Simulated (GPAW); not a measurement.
Two runs for the Se K edge of atom 2 in CdSe (F-43m). Run A: GPAW, LDA, excited-electron core hole (neutral cell), 12-atom cell with 7.5 Å between holes, 3×3×3 k points, dipole transitions, Gaussian full width 2.33 eV up to 4 eV, rising linearly to 3.5 eV at 25 eV. Run B has a fault in its input.

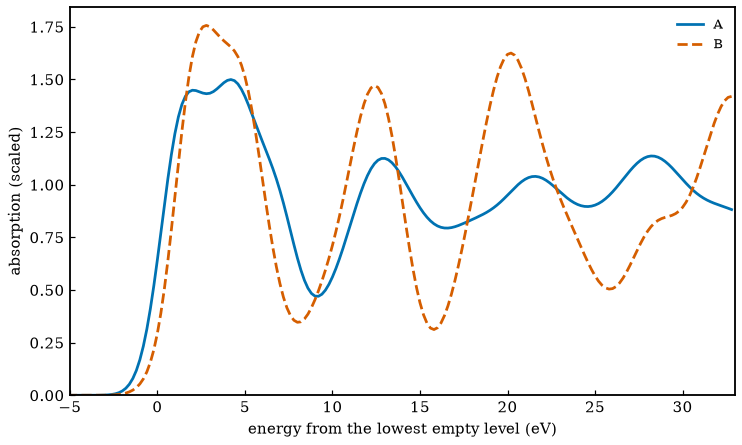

Energy from the lowest empty level; intensity scaled to a mean of 1 over the first 20 eV.

Q: What went wrong in run B?

The spectrum is summed over the zone centre alone. Against the first run the r.m.s. difference is 32 %. The highest intensity below 24 eV goes from 4.2 eV (1.50) to 2.8 eV (1.76). Other settings could leave a like mark; this is the one that was changed.

[Hosts, paths, dates, database ids (printed as entryN), source tags and the programs' standing remarks are cut or masked in the printed files.]

[Lists of maxima count a maximum above −3 eV only where it reaches 4 % of the highest in the window and stands out from its surroundings by 2 % of it (1.5 % where it reaches 55 %); shoulders and weaker maxima are passed over, and of the rest the first, up to two pre-edge ones and the few strongest are named.]
